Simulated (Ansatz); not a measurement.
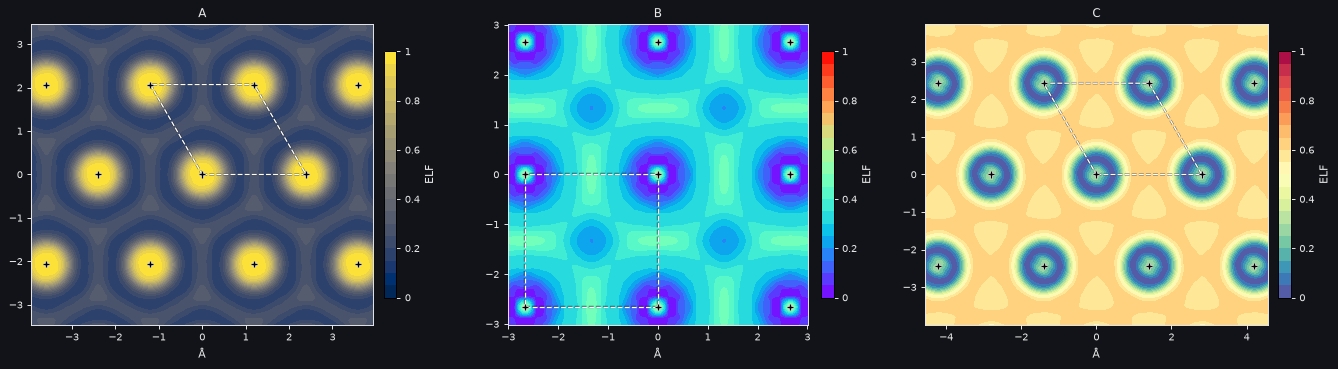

The electron localisation function of 3 systems, each on a plane through atoms (crosses mark nuclei in the plane).

All numbers below come from Ansatz 0.2.0, DFT, LDA (PW92), plane waves (420 eV) with PAW, scalar-relativistic.

System 1: Co, the (001) plane of the conventional cell. Space group P6₃/mmc; set up as Co, dhcp; a generated structure, not necessarily the stable one; changed on purpose from its base cell (volume × 1.0); computed without spin polarisation.

```
Co
1.0
     2.39035    0.00000    0.00000
    -1.19517    2.07010    0.00000
     0.00000    0.00000    7.78092
Co
4
Direct
  0.00000 0.00000 0.00000
  0.00000 0.00000 0.50000
  0.33333 0.66667 0.25000
  0.66667 0.33333 0.75000
```

System 2: Al, the (001) plane of the conventional cell. Space group P6₃/mmc; set up as Al, dhcp; a generated structure, not necessarily the stable one; changed on purpose from its base cell (volume × 1.0).

```cif
data_structure
_symmetry_space_group_name_H-M 'P 1'
_symmetry_Int_Tables_number 1
_cell_length_a 2.8063
_cell_length_b 2.8063
_cell_length_c 9.3050
_cell_angle_alpha 90.000
_cell_angle_beta 90.000
_cell_angle_gamma 120.000
_cell_volume 63.46
loop_
_atom_site_label
_atom_site_type_symbol
_atom_site_fract_x
_atom_site_fract_y
_atom_site_fract_z
_atom_site_occupancy
Al1 Al 0.00000 0.00000 0.00000 1
Al2 Al 0.00000 0.00000 0.50000 1
Al3 Al 0.33333 0.66667 0.25000 1
Al4 Al 0.66667 0.33333 0.75000 1
```

System 3: Ga, the (010) plane of the conventional cell. Space group Pm-3m; set up as Ga, simple cubic; a generated structure, not necessarily the stable one; changed on purpose from its base cell (volume × 1.04); computed pressure about −2 GPa in this cell; computed without spin polarisation.

```
Ga
1.0
     2.65940    0.00000    0.00000
     0.00000    2.65940    0.00000
     0.00000    0.00000    2.65940
Ga
1
Direct
  0.00000 0.00000 0.00000
```

**Match each panel to its system.**

Panel A is system 1, Co: the plane holds Co. Co–Co (2.39 Å): the ELF is about 0.25 at the midpoint; no shared electron pair shows on this line. Panel B is system 3, Ga: the plane holds Ga. Ga–Ga (2.66 Å): the ELF is about 0.45 at the midpoint. Panel C is system 2, Al: the plane holds Al. Al–Al (2.81 Å): the ELF peaks at about 0.65 between the atoms.
